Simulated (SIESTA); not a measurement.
**Energy of HfO2 along an even scaling of the cell**

System: HfO2 (3 atoms in the cell).
Method: Kohn-Sham DFT of a periodic cell, PBEGcGxHEG, spin-orbit coupling, PseudoDojo 0.4 standard, converted to PSML (SIESTA 5.4.2).

The 7 runs differ only in the geometry, by an even scaling of the cell at fixed fractional positions. The structure derives from an entry of the Crystallography Open Database.

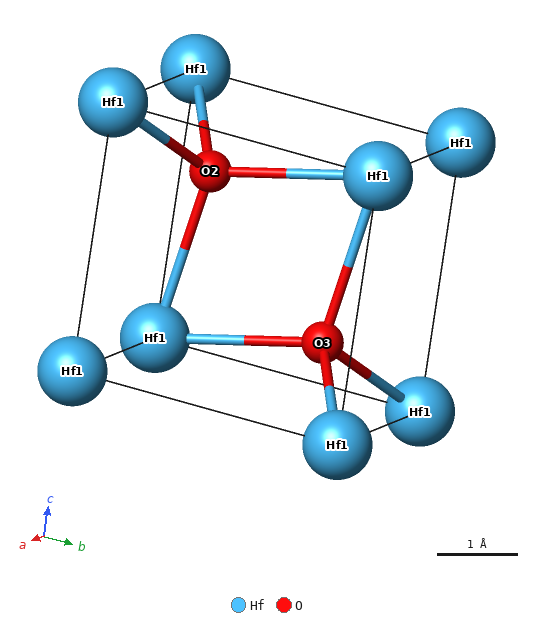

Figure 1. The structure of run 4 (ball-and-stick view of the reduced cell, seen slightly off an axis; atoms are numbered from 1 in the order of the input).

### Input of run 4
```
SystemName                      HfO2
SystemLabel                     HfO2
NumberOfSpecies                 2
NumberOfAtoms                   3
%block ChemicalSpeciesLabel
  1  72 Hf
  2   8 O
%endblock ChemicalSpeciesLabel

LatticeConstant                 3.6461056900 Ang
%block LatticeParameters
  1.0000000000 1.0058286681 0.9989848347 58.4156270307 59.2437255298 58.6065694303
%endblock LatticeParameters
AtomicCoordinatesFormat         Fractional
%block AtomicCoordinatesAndAtomicSpecies
     0.0000000000     0.0000000000     0.0000000000  1  Hf
     0.7500000000     0.7500000000     0.7500000000  2  O
     0.2500000000     0.2500000000     0.2500000000  2  O
%endblock AtomicCoordinatesAndAtomicSpecies

%block kgrid.MonkhorstPack
    7   0   0  0.0
    0   7   0  0.0
    0   0   7  0.0
%endblock kgrid.MonkhorstPack
XC.Functional                   GGA
XC.Authors                      PBEGcGxHEG
PAO.BasisSize                   SZP
PAO.EnergyShift                 0.002 Ry
Mesh.Cutoff                     800 Ry
Spin                            spin-orbit
%block DM.InitSpin
    1   0.450    70.81    58.37
    2   0.000   180.00     0.00
    3   0.000     0.00  -180.00
%endblock DM.InitSpin
WriteOrbMom                     true
OccupationFunction              FD
ElectronicTemperature           0.05 eV
MaxSCFIterations                200
SCF.MustConverge                false
SCF.Mixer.Method                Pulay
SCF.Mixer.Weight                0.1
SCF.Mixer.History               10
SCF.DM.Tolerance                5.0e-05
SCF.H.Tolerance                 1.0e-03 eV
WriteForces                     true
Charge.Mulliken                 end
```

Command:
```bash
siesta HfO2.fdf > HfO2.out 2>&1
```

Run 6 has the same physical settings and fractional positions; its lattice vectors (Å) are:
```
   3.694086    0.000000    0.000000
   1.935509    3.171691    0.000000
   1.887191    1.112647    2.969699
```

### Results, with one run withheld

| run | volume per atom (Å³) | free energy per atom, from the lowest run given (meV) | pressure (GPa) | gap on the mesh (eV) |
| --- | --- | --- | --- | --- |
| 1 | 10.483 | 5.73 | 7.12 | 2.93 |
| 2 | 10.706 | 0.00 | 1.22 | 2.91 |
| 3 | 10.929 | 2.11 | −4.08 | 2.88 |
| 4 | 11.152 | 11.02 | −8.73 | 2.85 |
| 5 | 11.375 | 26.13 | −12.92 | 2.82 |
| 6 | 11.598 | ? | ? | ? |
| 7 | 11.821 | 72.56 | −20.04 | 2.76 |

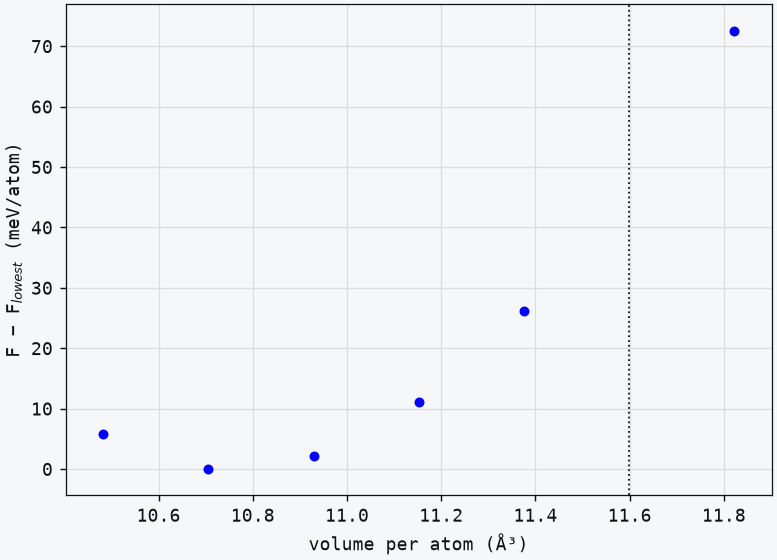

Figure 2. Free energy per atom of the runs given; the dotted line marks run 6.

Estimate the energy of run 6 from the others.

A cubic polynomial in V^(−2/3) (the Birch–Murnaghan form), fitted to the 6 runs given, misses them by at most 0.04 meV per atom. With x = V^(−2/3) − 0.20141 Å⁻², it reads F = 6.6683 − 3557.6 x + 4.6351e+05 x² + 2.7792e+05 x³ (meV per atom). At run 6 it gives 46.86 meV per atom, and the run itself gives 46.87. The slope of the fit gives a pressure −dF/dV of −16.73 GPa there, and the run prints −16.77 GPa. The fit has its minimum at 10.755 Å³ per atom, where V d²F/dV² gives 260 GPa. Cell shape and fractional positions are held, so this is the stiffness under even scaling; the relaxed bulk modulus wasn't computed. The gap on the mesh goes, without turning, from 2.93 eV in run 1 to 2.76 eV in run 7; run 6 has 2.79 eV. These are gaps of this functional on this mesh, which can miss the band edges; they aren't the measured gap.

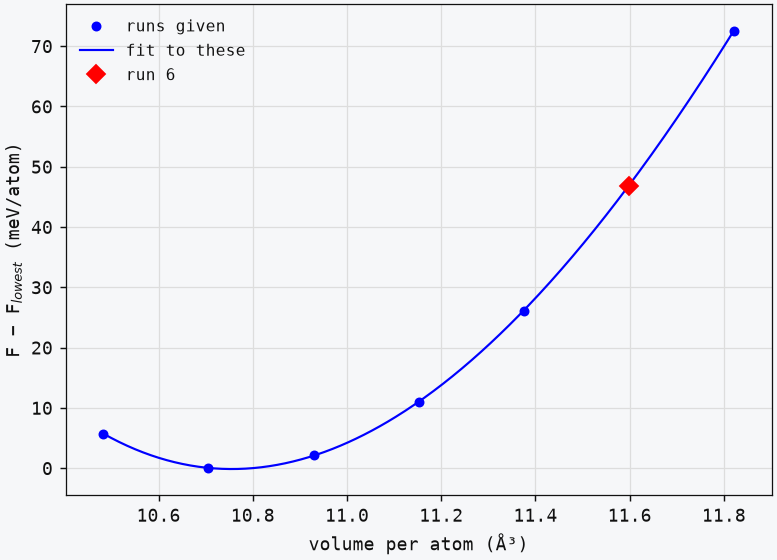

Figure 3. The fit and the withheld run.

### Some lines of the output (run 6)
```
[...]
outcell: Cell volume (Ang**3)        :     34.7945
stepf: Fermi-Dirac step function
siesta: Etot    =     -2421.850450
siesta: FreeEng =     -2421.850450
        iscf     Eharris(eV)        E_KS(eV)     FreeEng(eV)     dDmax    Ef(eV) dHmax(eV)
siesta: E_KS(eV) =            -2430.2704
siesta: E_KS - E_eggbox =     -2430.2704
siesta: Etot    =     -2430.270353
siesta: FreeEng =     -2430.270353
siesta:         Fermi =      -4.556222
siesta: Cell volume =         34.794469 Ang**3
    Orbital volume contribution        =           2.049930 eV
```

Notes on the run: xc_check: WARNING: Pseudopotential generated with GGA PBE functional. With a small basis of atomic orbitals these values can differ much from converged plane-wave results.
